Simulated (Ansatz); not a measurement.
## Hg (space group P6_3/mmc, No. 194): the states at the Fermi level

Input

```yaml
crystal:
  lattice:
    - [3.46180964, 0.0, 0.0]
    - [-1.73090482, 2.99801509, 0.0]
    - [0.0, 0.0, 5.48754828]
  atoms:
    - { symbol: Hg, position: [0.66666667, 0.33333333, 0.75] }
    - { symbol: Hg, position: [0.33333333, 0.66666667, 0.25] }
basis:
  ecutwfc: 420
kpoints:
  mp_grid: { grid: [18, 18, 8] }
hamiltonian:
  xc: pbe
scf:
  occupations: { method: gaussian, width: 0.05 }
output:
  forces: true
  eigenvalues: true
  eigenstates:
    nscf_kmesh: { grid: [30, 30, 16] }
    top_band: c6
    de_dk: true
    localisation: false
  stress: true
checkpoint:
  write: ck
  compress: false
  write_wavefunctions: false
  write_every: 100000
```

Command:

```sh
ansatz run input.yaml --threads 1 --pin off --max-ram 3072MiB --backend cpu --events-out ev --progress --plain --runs-dir out
```

Computed with DFT PBE, scalar-relativistic, plane waves, PAW; levels and slopes on a dense k mesh at the converged density (Ansatz). No spin polarisation. The levels come from a k mesh of 30×30×16 points. Unrelaxed database geometry. The cell comes from a database of computed structures, not from a measurement.

## 1. The sheets

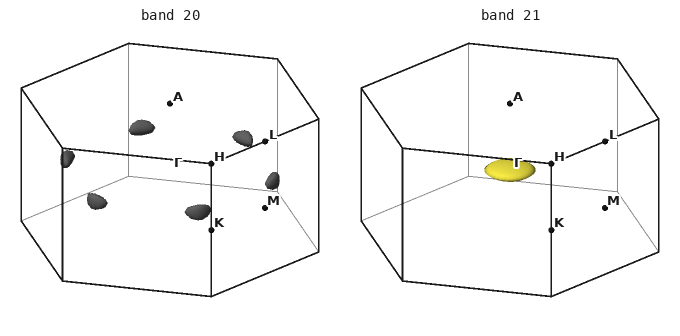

The figure shows the computed Fermi surface of this crystal. Each panel holds one band. The brighter face of a sheet looks towards empty states.

Q: What does each sheet look like, and where are the electron and hole pockets?

A: Two bands cross the Fermi level; this is a low-carrier metal with small pockets.

Band 20: specks under 0.04 % of the zone, which the mesh doesn't resolve and which may come from the interpolation.
Band 21: one electron pocket centred at Γ (0.21 % of the zone).
The shape of the surface of band 20 changes its kind within 0.03 eV of this level, so small parts may appear, vanish, join or separate.

Q: How large are the density of states and the plasma frequency?

A: The density of states at the Fermi level is 0.21 states/eV per primitive cell. The intraband plasma frequencies along the cartesian axes x, y and z of the cell as given are 0.76, 0.76 and 1.5 eV.

## 2. Speeds

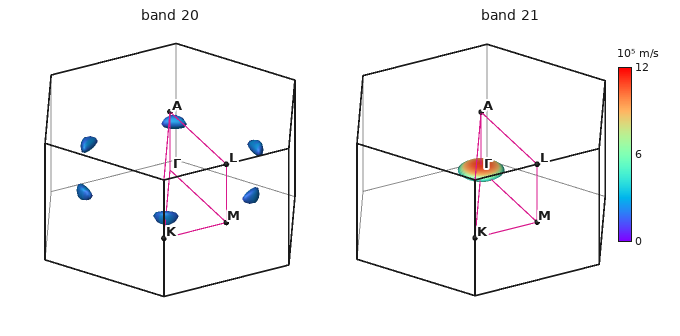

Fermi surface of this crystal, coloured by the Fermi speed.

Q: How fast are the electrons on each sheet?

A: Band 20: 1.7 to 2.9 × 10⁵ m/s over most of the sheet, 2.4 × 10⁵ m/s on average over states. Band 21: 4.2 to 11 × 10⁵ m/s over most of the sheet, 8.0 × 10⁵ m/s on average over states.

Q: Which of these bands adds most to the density of states at the Fermi level?

A: Band 20, with 0.18 of 0.21 states/eV per cell.

## 3. Cuts and bands

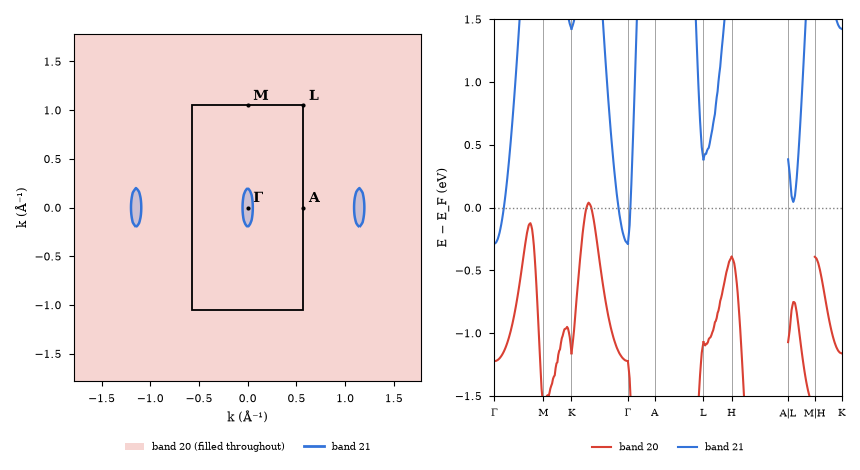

This crystal: cut through the Fermi surface in the plane through Γ, A and M, filled states shaded, and the bands that cross the Fermi level.

Q: For each band, read its level at the labelled points (eV from the Fermi level).

A:
```json
{"band": "band 20", "Γ": "−1.22", "A": "below", "K": "−1.16", "H": "−0.39", "M": "below", "L": "−1.07"}
{"band": "band 21", "Γ": "−0.29", "A": "above", "K": "+1.42", "H": "above", "M": "above", "L": "+0.38"}
```

Negative values are filled states; "above" and "below" lie outside the plotted window.

Spin-orbit coupling is left out; with Hg it can split, shift or remove sheets. Necks and pockets thinner than about two mesh steps aren't resolved, so separate pockets may in truth be joined.

Time for the whole run: 39 s on 1 thread of Arm Neoverse V2, with other jobs on the host, peak memory 0.74 GiB.
